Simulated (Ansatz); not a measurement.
# Electron scattering at the Σ3 (112) boundary in fcc Ir with Ru (substitutional), part 2 of 2

Aim: the relaxed structure and the specific resistance of the Σ3 (112) boundary in fcc Ir with Ru (substitutional).

Ansatz 0.2.0; Ansatz plane-wave DFT, PBE, PAW files; relaxation of a bicrystal slab with its lowest layers held; PAW set soft_1 (the session's first sound run).

So far. Step 2 (Relaxing the bicrystal): The largest force component on a free atom ends at 0.017 eV/Å, under the tolerance of 0.03, after 12 steps.

### Step 3. Transmission across the boundary

This step: Ansatz plane-wave DFT, PBE, PAW files; ballistic transport by layer matching (Landauer), zero bias; boundary relaxed in a short slab, bulk layers laid on; PAW set soft_1 (Ansatz 0.2.0).

System of this step: Σ3 (112) boundary in fcc Ir with Ru (substitutional). The cell holds 55 atoms: 54 Ir and 1 Ru. Its edges and angles: a = 2.715 Å, b = 6.650 Å, c = 50.675 Å, α = 90.0°, β = 90.0°, γ = 90.0°. It derives from Ir. Regions: lower grain, 22 atoms (22 Ir); boundary, 15 atoms (14 Ir and 1 Ru); upper grain, 18 atoms (18 Ir). Vacuum lies along c.

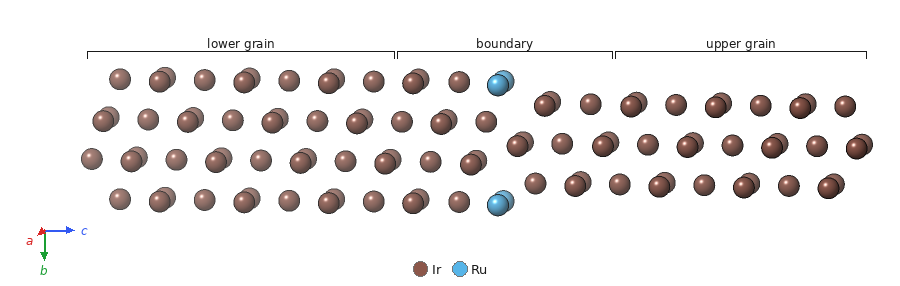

The cell of this step (iridium brown, ruthenium blue). Some periodic images of atoms are drawn too.

input.yaml

```yaml
crystal:
  lattice:
    - [2.7148657757, 0.0, 0.0]
    - [0.0, 6.6500358706, 0.0]
    - [0.0, 0.0, 50.6753950045]
  atoms:
    - { symbol: Ir, position: [-14.4999999996, 9.6666666665, 0.0789337705] }
    - { symbol: Ir, position: [-13.9999999996, 9.3333333332, 0.0943991506] }
    - { symbol: Ir, position: [-13.4999999996, 8.9999999999, 0.1098645306] }
    - { symbol: Ir, position: [-12.9999999997, 8.6666666665, 0.1253299107] }
    - { symbol: Ir, position: [-12.4999999997, 8.3333333332, 0.1407952907] }
    - { symbol: Ir, position: [-11.9999999997, 7.9999999999, 0.1562606708] }
    - { symbol: Ir, position: [-11.4999999997, 7.6666666666, 0.1717260508] }
    - { symbol: Ir, position: [-10.9999999997, 7.3333333332, 0.1871914309] }
    - { symbol: Ir, position: [-10.4999999997, 6.9999999999, 0.202656811] }
    - { symbol: Ir, position: [-9.9999999998, 6.6666666666, 0.218122191] }
    - { symbol: Ir, position: [-9.4999999998, 6.3333333332, 0.2335875711] }
    - { symbol: Ir, position: [-8.9999999998, 5.9999999999, 0.2490529511] }
    - { symbol: Ir, position: [-8.4999999998, 5.6666666666, 0.2645183312] }
    - { symbol: Ir, position: [-7.9999999998, 5.3333333333, 0.2799837112] }
    - { symbol: Ir, position: [-7.4999999999, 4.9999999999, 0.2954490913] }
    - { symbol: Ir, position: [-6.9999999999, 4.6666666666, 0.3109144713] }
    - { symbol: Ir, position: [-6.4999999999, 4.3333333333, 0.3263798514] }
    - { symbol: Ir, position: [-5.9999999999, 3.9999999999, 0.3418452315] }
    - { symbol: Ir, position: [-5.4999999999, 3.6666666666, 0.3573106115] }
    - { symbol: Ir, position: [-4.9999999999, 3.3333333333, 0.3727759916] }
    - { symbol: Ir, position: [-4.5, 3.0, 0.3882413716] }
    - { symbol: Ir, position: [-4.0, 2.6666666666, 0.4037067517] }
    - { symbol: Ir, position: [0.5, 0.3333333333, 0.4191721317] }
    - { symbol: Ir, position: [0.0, 0.9955393256, 0.4343802939] }
    - { symbol: Ir, position: [0.5, 0.664914007, 0.450630557] }
    - { symbol: Ir, position: [0.0, 0.3319292643, 0.4651572914] }
    - { symbol: Ir, position: [0.5, 0.9977026325, 0.4820493942] }
    - { symbol: Ir, position: [0.0, 0.6684535159, 0.4977966575] }
    - { symbol: Ir, position: [0.5, 0.3269932612, 0.5116798934] }
    - { symbol: Ru, position: [0.0, 0.0047587391, 0.5274661819] }
    - { symbol: Ir, position: [0.0, 0.5106739586, 0.5489728457] }
    - { symbol: Ir, position: [0.5, 0.8378124606, 0.5656820849] }
    - { symbol: Ir, position: [0.0, 0.1732205037, 0.5788354329] }
    - { symbol: Ir, position: [0.5, 0.5044207852, 0.5949450007] }
    - { symbol: Ir, position: [0.0, 0.8391453184, 0.6123079178] }
    - { symbol: Ir, position: [0.5, 0.1733686954, 0.6262677103] }
    - { symbol: Ir, position: [0.0, 0.5059072918, 0.6426893885] }
    - { symbol: Ir, position: [-4.5, 2.8392406252, 0.6581547685] }
    - { symbol: Ir, position: [-5.0, 3.1725739585, 0.6736201486] }
    - { symbol: Ir, position: [-5.4999999999, 3.5059072918, 0.6890855287] }
    - { symbol: Ir, position: [-5.9999999999, 3.8392406251, 0.7045509087] }
    - { symbol: Ir, position: [-6.4999999999, 4.1725739585, 0.7200162888] }
    - { symbol: Ir, position: [-6.9999999999, 4.5059072918, 0.7354816688] }
    - { symbol: Ir, position: [-7.4999999999, 4.8392406251, 0.7509470489] }
    - { symbol: Ir, position: [-7.9999999999, 5.1725739585, 0.7664124289] }
    - { symbol: Ir, position: [-8.4999999998, 5.5059072918, 0.781877809] }
    - { symbol: Ir, position: [-8.9999999998, 5.8392406251, 0.797343189] }
    - { symbol: Ir, position: [-9.4999999998, 6.1725739584, 0.8128085691] }
    - { symbol: Ir, position: [-9.9999999998, 6.5059072918, 0.8282739492] }
    - { symbol: Ir, position: [-10.4999999998, 6.8392406251, 0.8437393292] }
    - { symbol: Ir, position: [-10.9999999997, 7.1725739584, 0.8592047093] }
    - { symbol: Ir, position: [-11.4999999997, 7.5059072918, 0.8746700893] }
    - { symbol: Ir, position: [-11.9999999997, 7.8392406251, 0.8901354694] }
    - { symbol: Ir, position: [-12.4999999997, 8.1725739584, 0.9056008494] }
    - { symbol: Ir, position: [-12.9999999997, 8.5059072917, 0.9210662295] }
kpoints:
  mp_grid: { grid: [9, 4, 1] }
hamiltonian:
  xc: pbe
  pseudopotentials: { kind: paw, azcp: { folder: soft_1 } }
scf:
  occupations: { method: fermi_dirac, width: 0.1 }
output:
  transmission:
    leads: [[12, 13], [44, 45]]
    kmesh: [24, 10]
    e_range: [-0.1, 0.1]
    de: 0.05
  write_potential: true
  write_density: true
  volumetric_format: npy
  elf: true
```

Launch:

```sh
ansatz run input.yaml --threads 4 --pin off --max-ram 15360MiB --backend cpu --events-out ev --progress --plain --runs-dir out
```

Numbers of over 12 decimals in the logs are rounded to 6 here.

What it wrote:

```text
[...]
Crystal: 55 atoms, lattice volume = 914.891 Å³
Basis set: ecut = 420 eV, 17955 PW (Γ)
Bands: 561, of which v1, the nominal top of the filled ones, is band 467 counted from 1 (466 counted from 0)
Symmetry: 2 space group operations
[...]
k-points: 15 of 36 (time reversal used)
[...]
SCF iter   1: F=—  HF=-650467.297273 eV  |F-HF|=—  |Δ(HF+E_count)|=         —  Δρ=5.50e-2  dr2=4.19e1  ethr=3.10e-3  ⟨swp⟩=6.3  Hψ=29212  notcnv=0  defer=199
[...]
SCF iter  11: F=-650460.882476 eV  HF=-650460.882476 eV  |F-HF|=4.06e-8  |Δ(HF+E_count)|=   1.42e-7  Δρ=2.32e-6  dr2=8.68e-8  ethr=1.07e-11  ⟨swp⟩=11.4  Hψ=35090  notcnv=0
SCF 1 converged in 11 iterations: F = -650460.882476 eV  dr2 = 8.68e-8
[...]
transmission: 578 of 5772 steps passed
transmission: 1155 of 5772 steps passed
[...]
transmission: 5772 of 5772 steps passed
WARN: The input density's exchange-correlation potential varies sharply where the density is thin. Do not read a vacuum level from v_tot or v_xc, or from such a field of the output density. On a cell that repeats whose density bears no net charge and no dipole along the vacuum's axis use v_es (v_loc + v_h of the components); under efield.dipole_correction with no amplitude use v_es + v_field, which holds any external [...]
SCF converged after 11 iterations
the last check of whether an eigenvalue changes by more than its tolerance under the output density was not made (no_room)
Free energy (F): -650460.882476 eV
[...]
Internal energy: -650459.122061 eV  (E = F + TS)
E sigma→0 (E₀):  -650460.002268 eV
Entropy (-TS):   -1.760414 eV (-32.008 meV/atom)
Fermi energy:    21.038217 eV
[...]
--- Band table (eV; the first three rows and the last of 15) ---
  k-point 0: bands = [... 463 lower, 20.5237, 20.5978, 20.6479, 20.6823, 20.7651, 20.8078, 20.8552, 20.9256, ... 90 higher]
  k-point 1: bands = [... 463 lower, 20.4716, 20.5378, 20.5519, 20.5963, 20.6025, 20.6558, 20.6994, 20.7350, ... 90 higher]
  k-point 2: bands = [... 463 lower, 20.3740, 20.4123, 20.4476, 20.4766, 20.5022, 20.5540, 20.5675, 20.5966, ... 90 higher]
  k-point 14: bands = [... 463 lower, 21.8215, 21.8298, 21.8608, 21.8798, 21.9120, 21.9228, 21.9263, 21.9391, ... 90 higher]
--- Transmission ---
  basis      : 159 plane waves across, 74 finite elements along
  points     : 78, standing for a mesh of 24 x 10
  energies   : 5 from -0.100000 to 0.100000 eV about the Fermi level, 0.050000 eV apart; the leads are filled to 0.000000 eV, and channels, transmission and decay are at 0.000000 eV
  crystal 0  : Ir3, at the sites [12, 13], period 2.3511 Å, over 18.03 Å; its Hamiltonian steps by up to 16.4 meV
    offset         : up to 0.0000 Å between an atom of the period and one for which it stands
    channels       : 4.783333e0 a spin
    conductance    : none, the energies end too early or step too widely for 300 K: set another output.transmission.e_range or a lower de, or, where they end at an eighth of basis.ecutwfc, a higher one
    slowest decay  : 0.0831 /Å at (0.5000, 0.5000)
[...]
channels       : 4.758333e0 a spin
[...]
slowest decay  : 0.0833 /Å at (0.5000, 0.5000)
  junction   : crystal 0 to crystal 1, 12.71 to 37.36 Å
    transmission   : 2.072562e0 a spin
[...]
```

Wall time 19 min (4 threads of Arm Neoverse V1, shared host); peak memory 10 GiB.

This step gave:

```yaml
free_energy: -650460.8825 eV
energy_at_zero_smearing: -650460.0023 eV
fermi_energy: 21.04 eV
cell_area: 18.05 Å²
transmission_per_spin_nearest_the_fermi_level: 2.073
open_channels_per_spin_nearest_the_fermi_level: 4.783
open_channels_per_spin_upper_lead: 4.758
step_of_the_lead_s_potential: 16.4 meV
step_of_the_upper_lead_s_potential: 17.4 meV
```

Per spin. Table of transmission, zone mean by energy, zero at the Fermi level:

```csv
energy (eV),"transmission, zone mean"
-0.1000,2.02
-0.0500,2.06
0.0000,2.07
0.0500,2.12
0.1000,2.15
```

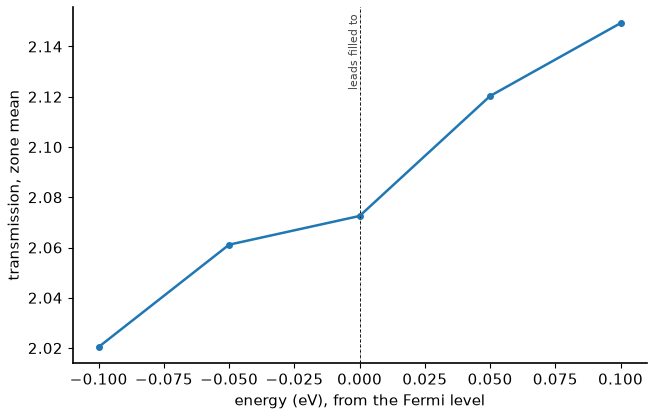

Transmission, zone mean, plotted against energy.

Per spin. Open channels, zone mean against energy, zero at the Fermi level:

```csv
energy (eV),lead,upper lead
-0.1000,4.62,4.62
-0.0500,4.69,4.72
0.0000,4.78,4.76
0.0500,4.83,4.8
0.1000,4.83,4.82
```

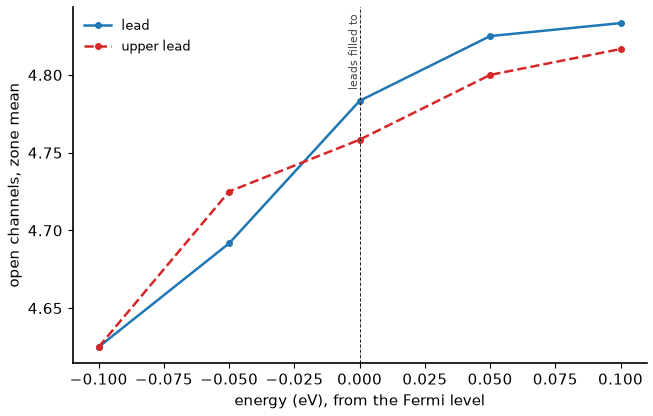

Open channels, zone mean, plotted against energy.

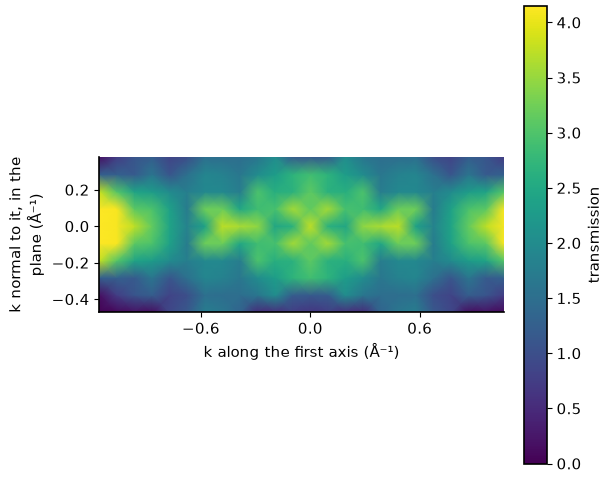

Transmission over k1 and k2. At 0.0000 eV from the Fermi level.

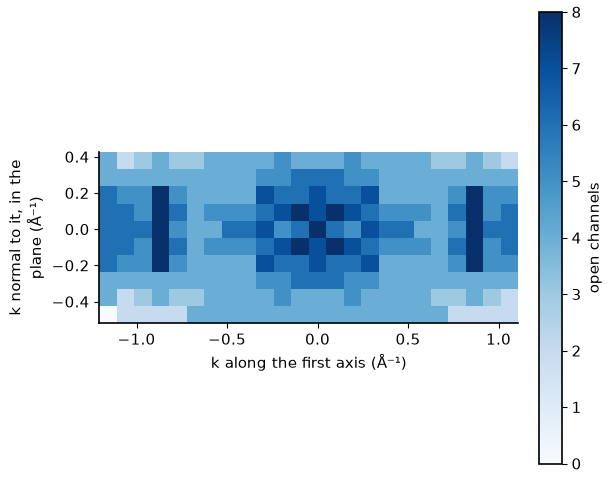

Open channels over k1 and k2. At 0.0000 eV from the Fermi level.

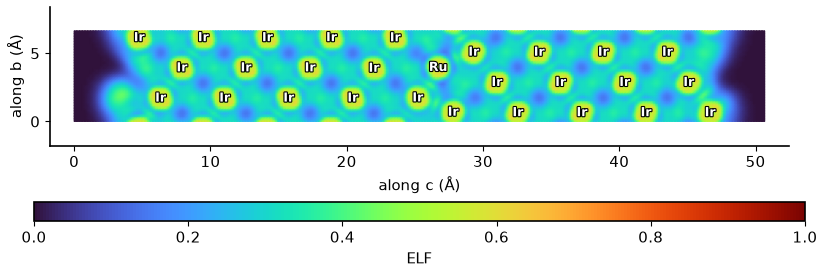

ELF in the cb plane at fractional x = 0.000, with atoms of Ir and Ru within 0.2 Å of it. It is the smooth field of the valence electrons, not physical close to the nuclei. The map starts off the cell's origin, so that atoms lie inside it.

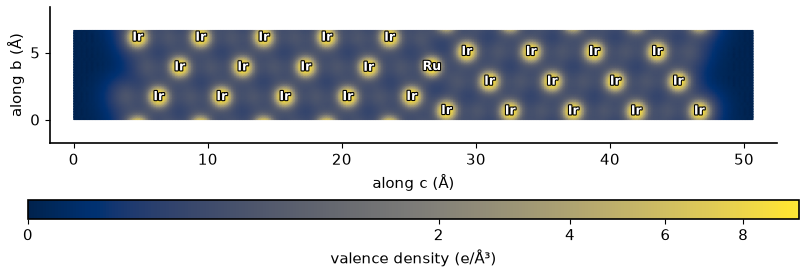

Valence density in the cb plane at fractional x = 0.000, with atoms of Ir and Ru within 0.2 Å of it. It is the smooth field of the valence electrons, not physical close to the nuclei. The map starts off the cell's origin, so that atoms lie inside it. The colour scale is stretched toward low values.

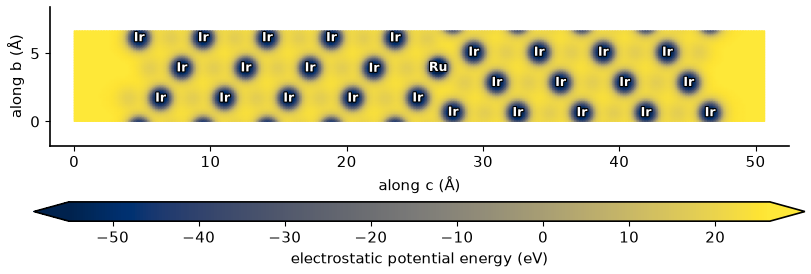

Electrostatic potential energy in the cb plane at fractional x = 0.000, with atoms of Ir and Ru within 0.2 Å of it. With pseudopotentials it is smooth inside the atoms' cores, unlike the true potential. The map starts off the cell's origin, so that atoms lie inside it.

Over the solved energies the transmission per spin lies between 2.02 and 2.15, out of 4.75 channels of the lead on average (up to 4.83).

### Step 4. Specific resistance

This step: Ansatz plane-wave DFT, PBE, PAW files; ballistic transport by layer matching (Landauer), zero bias; specific resistance of the boundary; PAW set soft_1 (Ansatz 0.2.0).

This step gave:

* area resistance: 0.6270 fΩ m²
* T over the leads' mean channel count: 0.4390

Averaged over the energies near the Fermi level, 43.9 % of the channels pass, which makes 0.627 fΩ m².

By hand, with T and the leads' channels N averaged over the energies near the Fermi level: RA = A (h/2e²)(1/T − ½[1/N₁ + 1/N₂]) = 18.05×10⁻²⁰ m² × 12 906 Ω × (1/2.085 − ½[1/4.752 + 1/4.745]) = 0.627 fΩ m².

### Step 5. Outcome

```
specific resistance of the boundary : 0.627 fΩ m²
share of channels that pass         : 0.439
```

**Reading.** The boundary has a specific resistance of 0.63 fΩ m². The boundary reflects 56 % of the channels; 0.63 fΩ m² is 6.3×10⁻¹² Ω·cm². One Ru in 18.1 Å² of boundary is a high coverage. In the relaxation the upper grain slid sideways by about 1.1 Å, so the result belongs to the position that it found, not to the starting one. Each plane of this narrow cell holds one atom, so the solute fills a whole plane. One starting structure was relaxed; another shift or atom count at the boundary may lie lower. Spin-orbit coupling is left out, which matters for Ir.

[Logs are printed without paths, hosts, clocks, repeated set-up lines and the standing remarks that a program may print on its own settings, such as how far it seeks lower states.]

[Hosts, paths, dates, database ids (printed as entryN), source tags and the programs' standing remarks are cut or masked in the printed files.]
